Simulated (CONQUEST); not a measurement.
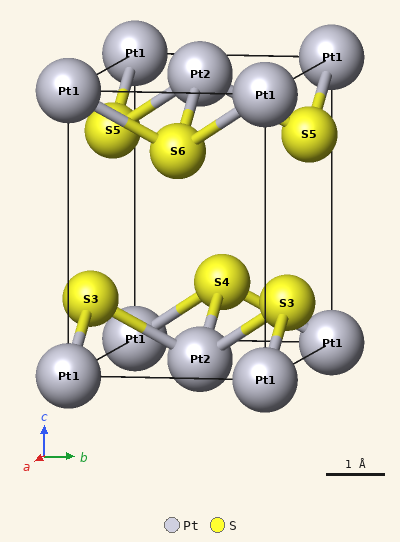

The starting structure (ball-and-stick view of the cell of the calculation, set on other vectors, seen slightly off an axis; atoms are numbered from 1 in the order of the input). Near neighbours in the crystal (not all of them lie inside the picture): Pt has 6 S at 2.33 to 2.36 Å; S has 3 Pt at 2.33 to 2.36 Å.

**PtS2: geometry relaxation (part 1 of 3)**

System: PtS2 (C2/m, 6 atoms in the cell).
Method: Kohn-Sham DFT of a periodic cell, PBEsol, PseudoDojo NC PBEsol, no spin polarisation (CONQUEST 1.3).

The structure derives from an entry of the Crystallography Open Database. It belongs to a series of runs on one base structure; here: edges of the box strained at random at fixed volume.

## Input file
```
IO.Title PtS2
IO.Coordinates coords.dat
IO.FractionalAtomicCoords T
IO.Iprint 2
IO.Iprint_init 1
General.NumberOfSpecies 2
General.PseudopotentialType hamann
AtomMove.TypeOfRun sqnm
AtomMove.FullStress T
Grid.GridCutoff 100
DM.SolutionMethod diagon
Diag.MPMesh T
Diag.GammaCentred T
Diag.MPMeshX 5
Diag.MPMeshY 4
Diag.MPMeshZ 3
Diag.kT 0.00099223
minE.SCTolerance 1e-6
SC.MaxIters 100
IO.AtomChargeOutput T
AtomMove.NumSteps 30
AtomMove.WriteExtXYZ T
AtomMove.OutputFreq 1
AtomMove.WriteXSF F
AtomMove.MaxForceTol 1e-3
%block ChemicalSpeciesLabel
1 195.080 Pt
2 32.070 S
%endblock
```

Run on 1 thread of AMD EPYC (Zen 5), 16 GiB of memory available, shared host.

Launched with:
```bash
Conquest
```

## Output
```
Simulation cell dimensions:     6.6293 a0 x     9.5035 a0 x    11.7360 a0

      Atomic coordinates (a0)
         Atom         X         Y         Z  Species
            1    0.0000    0.0000    0.0000        1
            2    3.3147    0.0000    5.8680        1
            3    0.0000    7.3462    3.9120        2
            4    3.3147    7.3462    9.7800        2
            5    0.0000    2.1573    7.8240        2
            6    3.3147    2.1573    1.9560        2

         Monkhorst-Pack mesh:   5 x   4 x   3 gamma-centred
        This calculation includes non-local pseudopotentials,
         with a maximum core radius of      7.20632768

    Job title: PtS2
    Job to be run: SQNM atomic relaxation

    Ground state search:
      Support functions represented with PAO basis
      1:1 PAO to SF mapping
      Non-spin-polarised electrons
      Solving for the K matrix using diagonalisation
      Using Fermi-Dirac smearing

    Integration grid size:     32 x   48 x   60

    Integration grid spacing:  0.207 a0 x 0.198 a0 x 0.196 a0

    Number of species:  2
    --------------------------------------------------------
    |   #  mass (au)  Charge (e)  SF Rad (a0)  NSF  Label  |
    --------------------------------------------------------
    |   1    195.080      18.000        7.458   10  Pt     |
    |   2     32.070       6.000        6.422    4  S      |
    --------------------------------------------------------
          SCF tolerance:                 0.00000100
          SCF iterations:               100

    LibXC version:  6. 2. 2
    Using the GGA functional Perdew, Burke & Ernzerhof SOL
    Using the GGA functional Perdew, Burke & Ernzerhof SOL

           radial cut-off to be used is taken to be max PAO cut-off radius for this species:    7.206328

           greatest ang. mom. for making density from PAOs:  2

           radial cut-off to be used is taken to be max PAO cut-off radius for this species:    6.083497

           greatest ang. mom. for making density from PAOs:  1
    Minimum blocs/proc is     1440. Maximum blocs/proc is     1440
    set_atom_dens: In set_atomic_density, electrons :      60.000000000000
 matrix_size & matrix_size_padH =           36          36

    Screened ion int: energy:    -235.648896700967 Ha

    sqnm: starting SQNM atomic relaxation
    sqnm: Tolerance:   0.0010 Ha/a0 Maximum steps:   30
      PulayMixSC: Starting Pulay mixing, A_up =  0.500 A_dn =  0.500
      PulayMixSC: Spin non-polarised calculation.
          Harris-Foulkes Energy            :      -305.039683621209974 Ha
      PulayMixSC: Pulay iteration     1 residual:              0.48535E-02
          Harris-Foulkes Energy            :      -304.933026401079871 Ha
          Free Energy (E-TS)               :      -304.933139169071978 Ha
      PulayMixSC: Pulay iteration     2 residual:              0.23616E-02
          Harris-Foulkes Energy            :      -304.880451138583055 Ha
      PulayMixSC: Pulay iteration     3 residual:              0.75457E-03
          Harris-Foulkes Energy            :      -304.877406535102978 Ha
          Free Energy (E-TS)               :      -304.877406658469226 Ha
      PulayMixSC: Pulay iteration     4 residual:              0.67998E-04
          Harris-Foulkes Energy            :      -304.877349640464672 Ha
          Free Energy (E-TS)               :      -304.877349728655986 Ha
      PulayMixSC: Pulay iteration     5 residual:              0.34913E-04
          Harris-Foulkes Energy            :      -304.877339198318623 Ha
          Free Energy (E-TS)               :      -304.877339304462851 Ha
      PulayMixSC: Pulay iteration     6 residual:              0.17453E-05
          Harris-Foulkes Energy            :      -304.877339168298022 Ha
          Free Energy (E-TS)               :      -304.877339273776442 Ha
      PulayMixSC: Pulay iteration     7 residual:              0.73470E-06
      PulayMixSC: Reached SCF tolerance of  0.73470E-06 after      7 iterations
      | Number of electrons      =        60.000034
      | GS Energy as E-(1/2)TS   =      -304.877339221037232 Ha
      | Free Energy as E-TS      =      -304.877339273776442 Ha
      |* Harris-Foulkes energy   =      -304.877339168298022 Ha
      |* DFT total energy        =      -304.877339156188384 Ha

      force: Forces on atoms (Ha/a0)
      force:  Atom   X              Y              Z
      force:     1  -0.0000000000   0.0000000000   0.0000000000
      force:     2   0.0000000000  -0.0000000000  -0.0000000000
      force:     3  -0.0000000000  -0.0785692242  -0.0058372155
      force:     4   0.0000000000  -0.0785692242  -0.0058372155
      force:     5   0.0000000000   0.0785692242   0.0058372155
      force:     6   0.0000000000   0.0785692242   0.0058372155

      force: Maximum force :        0.07856922(Ha/a0) on atom         5 in y direction
      force: Force Residual:        0.06432830 Ha/a0
      force: Total stress:        -35.73114723     0.00000000     0.00000000 GPa
                             0.00000000   -23.49563222    -2.07284539
                             0.00000000    -2.07284542   -30.60799907
      force: Average pressure:     29.94492617 GPa

      get_E_and_F: Change in energy during last step of electronic optimisation:  0.30021E-07

    GeomOpt - Iter:    0 MaxF:   0.07856922 Ha/a0 E:    -304.87733917 Ha dE:     0.00000000 Ha

      back_lm: Initial energy is      -304.877339 Ha
      PulayMixSC: Starting Pulay mixing, A_up =  0.500 A_dn =  0.500
      PulayMixSC: Spin non-polarised calculation.
          Harris-Foulkes Energy            :      -304.900648271519060 Ha
          Free Energy (E-TS)               :      -304.900653870009990 Ha
      PulayMixSC: Pulay iteration     1 residual:              0.27251E-03
          Harris-Foulkes Energy            :      -304.900190885401571 Ha
          Free Energy (E-TS)               :      -304.900191172130860 Ha
      PulayMixSC: Pulay iteration     2 residual:              0.22500E-03
          Harris-Foulkes Energy            :      -304.899861939045593 Ha
          Free Energy (E-TS)               :      -304.899862851888656 Ha
      PulayMixSC: Pulay iteration     3 residual:              0.46867E-04
          Harris-Foulkes Energy            :      -304.899845615503409 Ha
          Free Energy (E-TS)               :      -304.899846524112775 Ha
      PulayMixSC: Pulay iteration     4 residual:              0.50417E-05
          Harris-Foulkes Energy            :      -304.899845782289276 Ha
          Free Energy (E-TS)               :      -304.899846698534191 Ha
      PulayMixSC: Pulay iteration     5 residual:              0.46536E-06
      PulayMixSC: Reached SCF tolerance of  0.46536E-06 after      5 iterations
      | Number of electrons      =        60.000035
      | GS Energy as E-(1/2)TS   =      -304.899846240411705 Ha
      | Free Energy as E-TS      =      -304.899846698534191 Ha
      |* Harris-Foulkes energy   =      -304.899845782289276 Ha
      |* DFT total energy        =      -304.899845780785029 Ha
      get_E_and_F: Change in energy during last step of electronic optimisation: -0.16679E-06

      force: Forces on atoms (Ha/a0)
      force:  Atom   X              Y              Z
      force:     1  -0.0000000000  -0.0000000001  -0.0000000004
      force:     2  -0.0000000000   0.0000000001   0.0000000004
      force:     3   0.0000000000  -0.0638165650  -0.0042424861
      force:     4  -0.0000000000  -0.0638165649  -0.0042424862
      force:     5   0.0000000000   0.0638165649   0.0042424862
      force:     6   0.0000000000   0.0638165650   0.0042424861

      force: Maximum force :        0.06381656(Ha/a0) on atom         3 in y direction
      force: Force Residual:        0.05222102 Ha/a0
      force: Total stress:        -30.05096731     0.00000000     0.00000000 GPa
                            -0.00000000   -19.57443773    -1.66738288
                             0.00000000    -1.66738288   -25.60665056
      force: Average pressure:     25.07735187 GPa

      back_lm: Exit after    1 iterations with energy      -304.899846 Ha

      Simulation cell dimensions:     6.6293 a0 x     9.5035 a0 x    11.7360 a0

      Atomic coordinates (a0)
         Atom         X         Y         Z  Species
            1   -0.0000    0.0000    0.0000        1
            2    3.3147   -0.0000    5.8680        1
            3   -0.0000    7.2677    3.9062        2
            4    3.3147    7.2677    9.7742        2
            5    0.0000    2.2359    7.8299        2
            6    3.3147    2.2359    1.9618        2
    sqnm: search direction has magnitude          0.04054437

    GeomOpt - Iter:    1 MaxF:   0.06381656 Ha/a0 E:    -304.89984578 Ha dE:    -0.02250661 Ha

    Force Residual:              0.05222102 Ha/a0
    Maximum force:               0.06381656 Ha/a0
    Force tolerance:             0.00100000 Ha/a0
    Energy change:              -0.02250661 Ha
      single_step: initial energy is      -304.899846 Ha
      PulayMixSC: Starting Pulay mixing, A_up =  0.500 A_dn =  0.500
      PulayMixSC: Spin non-polarised calculation.
          Harris-Foulkes Energy            :      -304.911965498033680 Ha
          Free Energy (E-TS)               :      -304.911977883595739 Ha
      PulayMixSC: Pulay iteration     1 residual:              0.16644E-03
          Harris-Foulkes Energy            :      -304.911809345555582 Ha
          Free Energy (E-TS)               :      -304.911811533820298 Ha
      PulayMixSC: Pulay iteration     2 residual:              0.14162E-03
          Harris-Foulkes Energy            :      -304.911675925241354 Ha
          Free Energy (E-TS)               :      -304.911680287287140 Ha
      PulayMixSC: Pulay iteration     3 residual:              0.28834E-04
          Harris-Foulkes Energy            :      -304.911669310258162 Ha
          Free Energy (E-TS)               :      -304.911673639104549 Ha
      PulayMixSC: Pulay iteration     4 residual:              0.31620E-05
          Harris-Foulkes Energy            :      -304.911669465981674 Ha
          Free Energy (E-TS)               :      -304.911673810707953 Ha
      PulayMixSC: Pulay iteration     5 residual:              0.27905E-06
      PulayMixSC: Reached SCF tolerance of  0.27905E-06 after      5 iterations
      | Number of electrons      =        60.000038
      | GS Energy as E-(1/2)TS   =      -304.911671638344842 Ha
      | Free Energy as E-TS      =      -304.911673810707953 Ha
      |* Harris-Foulkes energy   =      -304.911669465981674 Ha
      |* DFT total energy        =      -304.911669465140335 Ha
      get_E_and_F: Change in energy during last step of electronic optimisation: -0.15572E-06

      force: Forces on atoms (Ha/a0)
      force:  Atom   X              Y              Z
      force:     1   0.0000000000   0.0000000321   0.0000001097
      force:     2   0.0000000000  -0.0000000321  -0.0000001097
      force:     3  -0.0000000000  -0.0549146204  -0.0034410275
      force:     4  -0.0000000000  -0.0549146445  -0.0034409959
      force:     5   0.0000000000   0.0549146445   0.0034409959
      force:     6   0.0000000000   0.0549146204   0.0034410275

      force: Maximum force :        0.05491464(Ha/a0) on atom         4 in y direction
      force: Force Residual:        0.04492555 Ha/a0
      force: Total stress:        -26.73993227    -0.00000000    -0.00000000 GPa
                            -0.00000000   -17.07790968    -1.41445343
                            -0.00000000    -1.41445343   -22.69871601
      force: Average pressure:     22.17218599 GPa

      Simulation cell dimensions:     6.6293 a0 x     9.5035 a0 x    11.7360 a0

      Atomic coordinates (a0)
         Atom         X         Y         Z  Species
            1   -0.0000   -0.0000   -0.0000        1
            2    3.3147    0.0000    5.8680        1
            3    0.0000    7.2181    3.9030        2
            4    3.3147    7.2181    9.7710        2
            5    0.0000    2.2854    7.8330        2
            6    3.3147    2.2854    1.9650        2
    sqnm: search direction has magnitude          0.03480948

    GeomOpt - Iter:    2 MaxF:   0.05491464 Ha/a0 E:    -304.91166947 Ha dE:    -0.01182368 Ha

    Force Residual:              0.04492555 Ha/a0
    Maximum force:               0.05491464 Ha/a0
    Force tolerance:             0.00100000 Ha/a0
    Energy change:              -0.01182368 Ha
      single_step: initial energy is      -304.911669 Ha
      PulayMixSC: Starting Pulay mixing, A_up =  0.500 A_dn =  0.500
      PulayMixSC: Spin non-polarised calculation.
          Harris-Foulkes Energy            :      -304.920602235511296 Ha
          Free Energy (E-TS)               :      -304.920633098350720 Ha
      PulayMixSC: Pulay iteration     1 residual:              0.14353E-03
          Harris-Foulkes Energy            :      -304.920513360492578 Ha
          Free Energy (E-TS)               :      -304.920521515746088 Ha
      PulayMixSC: Pulay iteration     2 residual:              0.12674E-03
          Harris-Foulkes Energy            :      -304.920400890774431 Ha
          Free Energy (E-TS)               :      -304.920415285137722 Ha
      PulayMixSC: Pulay iteration     3 residual:              0.24554E-04
          Harris-Foulkes Energy            :      -304.920396137762339 Ha
          Free Energy (E-TS)               :      -304.920410466672308 Ha
      PulayMixSC: Pulay iteration     4 residual:              0.27326E-05
          Harris-Foulkes Energy            :      -304.920396275216831 Ha
          Free Energy (E-TS)               :      -304.920410613488912 Ha
      PulayMixSC: Pulay iteration     5 residual:              0.54690E-06
      PulayMixSC: Reached SCF tolerance of  0.54690E-06 after      5 iterations
      | Number of electrons      =        60.000039
      | GS Energy as E-(1/2)TS   =      -304.920403444352871 Ha
      | Free Energy as E-TS      =      -304.920410613488912 Ha
      |* Harris-Foulkes energy   =      -304.920396275216831 Ha
      |* DFT total energy        =      -304.920396263095370 Ha
      get_E_and_F: Change in energy during last step of electronic optimisation: -0.13745E-06

      force: Forces on atoms (Ha/a0)
      force:  Atom   X              Y              Z
      force:     1  -0.0002649689  -0.0000112781   0.0008671345
      force:     2  -0.0002649815   0.0000112785  -0.0008671307
      force:     3  -0.0000000001  -0.0473006894  -0.0028222225
      force:     4  -0.0000000001  -0.0472955205  -0.0028314239
      force:     5  -0.0000000000   0.0472955205   0.0028314238
      force:     6  -0.0000000001   0.0473006894   0.0028222226

      force: Maximum force :        0.04730069(Ha/a0) on atom         3 in y direction
      force: Force Residual:        0.03869119 Ha/a0
      force: Total stress:        -24.08878773    -0.00000000    -0.00000002 GPa
                             0.00000024   -15.00889222    -1.24903666
                            -0.00000003    -1.24903666   -20.30522900
      force: Average pressure:     19.80096965 GPa

      Simulation cell dimensions:     6.6293 a0 x     9.5035 a0 x    11.7360 a0

      Atomic coordinates (a0)
         Atom         X         Y         Z  Species
            1    0.0000    0.0000    0.0000        1
            2    3.3147   -0.0000    5.8680        1
            3   -0.0000    7.1755    3.9004        2
            4    3.3147    7.1755    9.7685        2
            5    0.0000    2.3280    7.8356        2
            6    3.3147    2.3280    1.9676        2
    sqnm: search direction has magnitude          0.02995898

    GeomOpt - Iter:    3 MaxF:   0.04730069 Ha/a0 E:    -304.92039628 Ha dE:    -0.00872681 Ha
```
